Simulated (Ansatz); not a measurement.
**Single-point calculation, with input and output: Na (part 1 of 2)**

- system: Na (32 atoms in the cell)
- method: DFT PBE, scalar-relativistic, plane waves, PAW, no spin polarisation (Ansatz 0.2.0)

The structure derives from a Materials Project entry. It belongs to a series of runs on one base structure; here: the perfect crystal in a cell of 32 atoms. Figures and captions count atoms from 1; the log counts them from 0 in places.

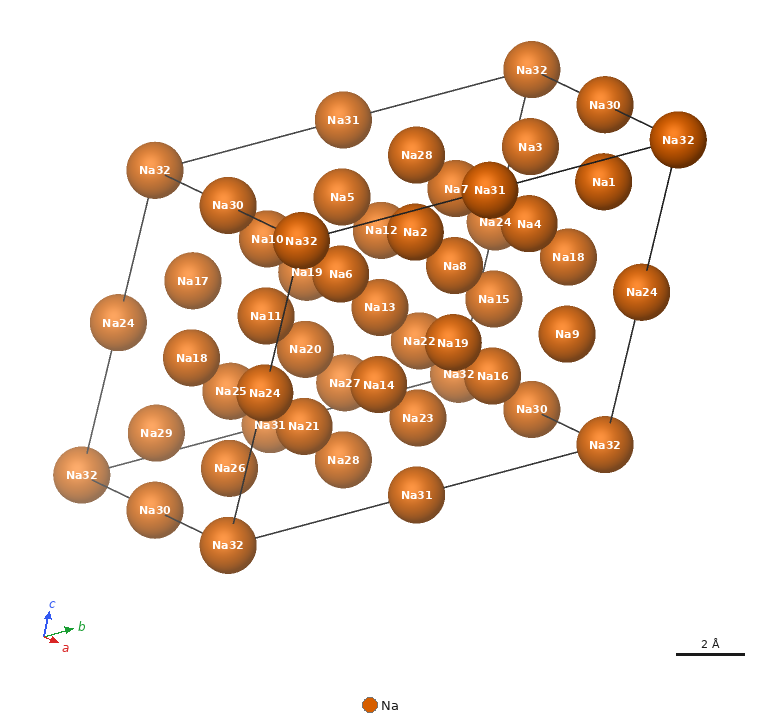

*The structure as given in the input (spheres-only view of the cell of the calculation, seen slightly off an axis; atoms are numbered from 1 in the order of the input).*

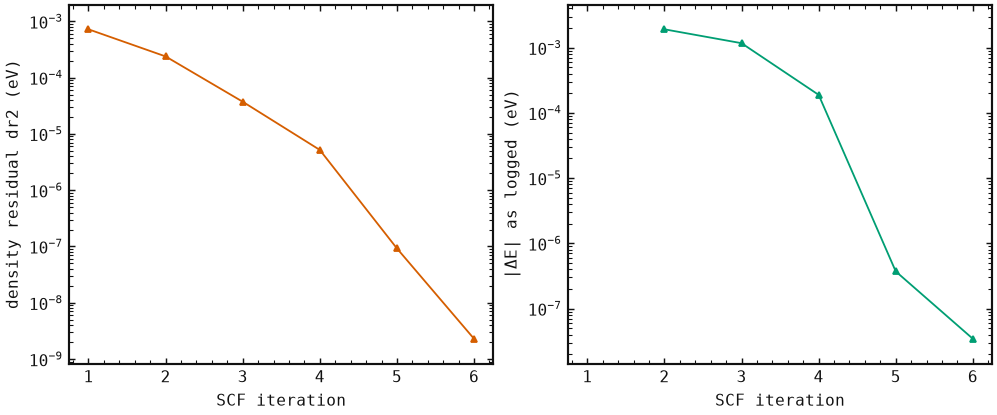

*Convergence of the self-consistent field: density residual dr2 and size of the energy change against the SCF iteration.*

The residual falls at every step.

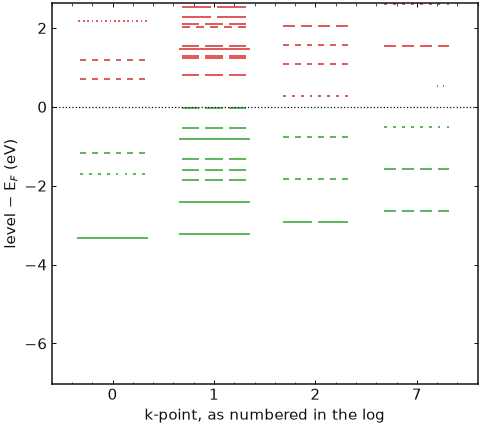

*Kohn–Sham levels near the Fermi level (dotted) at the few k-points that the log prints; levels within 0.02 eV of each other stand side by side.*

The system is metallic on the full mesh.

The input and output of the run follow.

**Input**
```yaml
crystal:
  lattice:
    - [8.3931627978, 0.0, -8.3931627978]
    - [8.3931627978, -8.3931627978, 0.0]
    - [0.0, -8.3931627978, -8.3931627978]
  atoms:
    - { symbol: Na, position: [0.875, 0.875, 0.875] }
    - { symbol: Na, position: [0.875, 0.375, 0.875] }
    - { symbol: Na, position: [0.375, 0.875, 0.875] }
    - { symbol: Na, position: [0.75, 0.75, 0.75] }
    - { symbol: Na, position: [0.375, 0.375, 0.875] }
    - { symbol: Na, position: [0.75, 0.25, 0.75] }
    - { symbol: Na, position: [0.25, 0.75, 0.75] }
    - { symbol: Na, position: [0.625, 0.625, 0.625] }
    - { symbol: Na, position: [0.875, 0.875, 0.375] }
    - { symbol: Na, position: [0.25, 0.25, 0.75] }
    - { symbol: Na, position: [0.625, 0.125, 0.625] }
    - { symbol: Na, position: [0.125, 0.625, 0.625] }
    - { symbol: Na, position: [0.5, 0.5, 0.5] }
    - { symbol: Na, position: [0.875, 0.375, 0.375] }
    - { symbol: Na, position: [0.375, 0.875, 0.375] }
    - { symbol: Na, position: [0.75, 0.75, 0.25] }
    - { symbol: Na, position: [0.125, 0.125, 0.625] }
    - { symbol: Na, position: [0.5, 0.0, 0.5] }
    - { symbol: Na, position: [0.0, 0.5, 0.5] }
    - { symbol: Na, position: [0.375, 0.375, 0.375] }
    - { symbol: Na, position: [0.75, 0.25, 0.25] }
    - { symbol: Na, position: [0.25, 0.75, 0.25] }
    - { symbol: Na, position: [0.625, 0.625, 0.125] }
    - { symbol: Na, position: [0.0, 1.0, 0.5] }
    - { symbol: Na, position: [0.25, 0.25, 0.25] }
    - { symbol: Na, position: [0.625, 0.125, 0.125] }
    - { symbol: Na, position: [0.125, 0.625, 0.125] }
    - { symbol: Na, position: [0.5, 0.5, 0.0] }
    - { symbol: Na, position: [0.125, 0.125, 0.125] }
    - { symbol: Na, position: [0.5, 0.0, 0.0] }
    - { symbol: Na, position: [0.0, 0.5, 0.0] }
    - { symbol: Na, position: [0.0, 0.0, 0.0] }
basis:
  ecutwfc: 420
  xc_grid: 2
kpoints:
  mp_grid: { grid: [4, 4, 4], shift: [0.0, 0.0, 0.0] }
hamiltonian:
  xc: pbe
scf:
  occupations: { method: gaussian, width: 0.1 }
output:
  forces: true
  stress: true
  eigenvalues: true
```

Command:
```bash
ansatz run input.yaml --threads 4 --pin off --max-ram 8192MiB --backend cpu --events-out ev --progress --plain --runs-dir out
```

**The program's output**
```
Engine: ansatz 0.2.0, x86_64-unknown-linux-gnu
Pseudopotentials: kind: paw
Pseudopotential: Na, paw, valence charge 9, recommended cutoff 420 eV (normal), Na.paw.azcp
Functional definition: PBE
  parameter kappa = 0.804
  parameter beta = 0.06672455060314922
  exchange = pbe_x(kappa = kappa, mu = beta*pi^2/3)
  correlation = pbe_c(beta = beta)
Crystal: 32 atoms, lattice volume = 1182.516 Å³
Basis set: ecut = 420 eV, 23049 PW (Γ), exchange–correlation on 160×160×160 points (8 copies of the dense FFT grid, shifted against one another)
Bands: 176, of which v1, the nominal top of the filled ones, is band 144 counted from 1 (143 counted from 0)
Symmetry: 1536 space group operations
Space group: Im-3m (ITA 229), of the structure as read, at distance tolerance 1.1e-4 Å
k-points: 8 of 64
Non-local potential: Na, projectors of the file, l = 0: 3, l = 1: 2, l = 2: 1
PAW form: soft (Blöchl's): semilocal exchange-correlation on the pseudo side does not see the compensation charge
PAW one-centre angular grid: Na, 110 points (default); XC on 64 Gauss nodes
Initial density: superposition of atomic densities (neutral atoms: chi_scale 0, normalization atom), corrected by the library's trained network
Initial wavefunctions: pseudopotential atomic-orbital guess
Functional: x = pbe(κ = 0.804, μ = 0.2195149727645171), c = pbe(β = 0.06672455060314922)
SCF iter   1: F=—  HF=-47565.311849 eV  |F-HF|=—  |Δ(HF+E_count)|=         —  Δρ=3.14e-4  dr2=7.22e-4  ethr=1.77e-3  ⟨swp⟩=6.8  Hψ=5578  notcnv=0
preconditioner: auto → Kerker (q_TF=auto, 2.156 Å⁻¹)  [metal: Δε(μ)=0.028 eV  Ē_g=3.110 eV  σ=0.100 eV  W_gap=0.16  n_scr=180 (ndim 8)  ℏωp=6.1 eV  f_vac=0.000  D(μ)=20.32/eV (n_scr^D=112)]
SCF iter   2: F=—  HF=-47565.309938 eV  |F-HF|=—  |Δ(HF+E_count)|=   1.91e-3  Δρ=1.59e-4  dr2=2.38e-4  ethr=2.51e-7  ⟨swp⟩=2.4  Hψ=2806  notcnv=0
SCF iter   3: F=—  HF=-47565.311105 eV  |F-HF|=—  |Δ(HF+E_count)|=   1.17e-3  Δρ=5.04e-5  dr2=3.73e-5  ethr=8.25e-8  ⟨swp⟩=2.0  Hψ=2401  notcnv=0
SCF iter   4: F=—  HF=-47565.311294 eV  |F-HF|=—  |Δ(HF+E_count)|=   1.89e-4  Δρ=1.55e-5  dr2=5.19e-6  ethr=1.30e-8  ⟨swp⟩=2.0  Hψ=1377  notcnv=0
iter 5 did not close the SCF: its close was put off for the readings that it lacked (scf_convergence_deferred on its scf_iter line)
SCF iter   5: F=-47565.311294 eV  HF=-47565.311294 eV  |F-HF|=2.27e-8  |Δ(HF+E_count)|=   3.72e-7  Δρ=3.04e-6  dr2=9.24e-8  ethr=1.80e-9  ⟨swp⟩=2.8  Hψ=1931  notcnv=0
SCF iter   6: F=-47565.311294 eV  HF=-47565.311294 eV  |F-HF|=3.49e-9  |Δ(HF+E_count)|=   3.45e-8  Δρ=6.93e-7  dr2=2.29e-9  ethr=3.21e-11  ⟨swp⟩=9.1  Hψ=6843  notcnv=0
SCF 1 converged in 6 iterations: F = -47565.311294 eV  dr2 = 2.29e-9
  greatest PAW one-centre occupation: 0.999 electrons in one spin orbital (limit 2), on the Na atom at site 31 (counted from 0), in its partial waves of l = 0
SCF converged after 6 iterations
Free energy (F): -47565.311294 eV
Harris-Foulkes:  -47565.311294 eV  (|F-HF|=3.49e-9)
Internal energy: -47565.209661 eV  (E = F + TS)
E sigma→0 (E₀):  -47565.260478 eV
Entropy (-TS):   -0.101633 eV (-3.176 meV/atom)
Fermi energy:    1.797508 eV
--- Per-component energies (eV) ---
  E_band       = -7711.238141
  E_kinetic    = 3845.471299
  E_local      = -46138.411617  (includes V_loc(G=0)·N_el)
  E_nonlocal   = 3683.488613
  E_hartree    = 16876.306157
  E_xc         = -1227.398748
  E_vxc        = -1577.044204  (∫ρ·V_xc dr)
  E_paw        = -8421.216015  (= ΣΔE_a)
  E_vpaw       = -1277.352505  (= ΣTr[D̂ρ^β])
  E_aug_tail   = -0.001017  (compensation charges beyond the density's cutoff)
  E_ewald      = -16183.448333
  E_smearing   = -0.101633  (= −TS)
  E_closure    = -0.000000  (closes the sum)
  Σ components = -47565.311294   (vs F -47565.311294, Δ=0.00e0)
--- Forces (eV/Å), atoms counted from 1 ---
  atom   1  Na    -0.00000000     0.00000000    -0.00000000
  atom   2  Na    -0.00000000    -0.00000000    -0.00000000
  atom   3  Na    -0.00000000    -0.00000000     0.00000000
  atom   4  Na     0.00000000    -0.00000000    -0.00000000
  atom   5  Na     0.00000000    -0.00000000     0.00000000
  atom   6  Na    -0.00000000    -0.00000000     0.00000000
  atom   7  Na     0.00000000    -0.00000000    -0.00000000
  atom   8  Na    -0.00000000     0.00000000     0.00000000
  atom   9  Na    -0.00000000    -0.00000000     0.00000000
  atom  10  Na    -0.00000000    -0.00000000    -0.00000000
  atom  11  Na    -0.00000000    -0.00000000    -0.00000000
  atom  12  Na     0.00000000    -0.00000000     0.00000000
  atom  13  Na     0.00000000     0.00000000    -0.00000000
  atom  14  Na    -0.00000000    -0.00000000     0.00000000
  atom  15  Na    -0.00000000    -0.00000000    -0.00000000
  atom  16  Na     0.00000000    -0.00000000     0.00000000
  atom  17  Na    -0.00000000    -0.00000000    -0.00000000
  atom  18  Na    -0.00000000    -0.00000000    -0.00000000
  atom  19  Na    -0.00000000     0.00000000     0.00000000
  atom  20  Na     0.00000000     0.00000000    -0.00000000
  atom  21  Na    -0.00000000     0.00000000    -0.00000000
  atom  22  Na    -0.00000000     0.00000000     0.00000000
  atom  23  Na    -0.00000000    -0.00000000     0.00000000
  atom  24  Na    -0.00000000     0.00000000    -0.00000000
  atom  25  Na    -0.00000000    -0.00000000     0.00000000
  atom  26  Na    -0.00000000    -0.00000000     0.00000000
  atom  27  Na     0.00000000    -0.00000000     0.00000000
  atom  28  Na    -0.00000000    -0.00000000    -0.00000000
  atom  29  Na    -0.00000000     0.00000000    -0.00000000
  atom  30  Na    -0.00000000    -0.00000000     0.00000000
  atom  31  Na    -0.00000000    -0.00000000    -0.00000000
  atom  32  Na    -0.00000000     0.00000000     0.00000000
  max |Σ_I F_I| component: 3.86e-25 eV/Å
--- Stress (GPa, compression-positive) ---
        0.004090      -0.000000       0.000000
        0.000000       0.004090      -0.000000
       -0.000000       0.000000       0.004090
  P = ⅓ Tr σ = 0.0041 GPa (0.041 kbar)
--- Band table (eV; the first three rows and the last of 8) ---
```
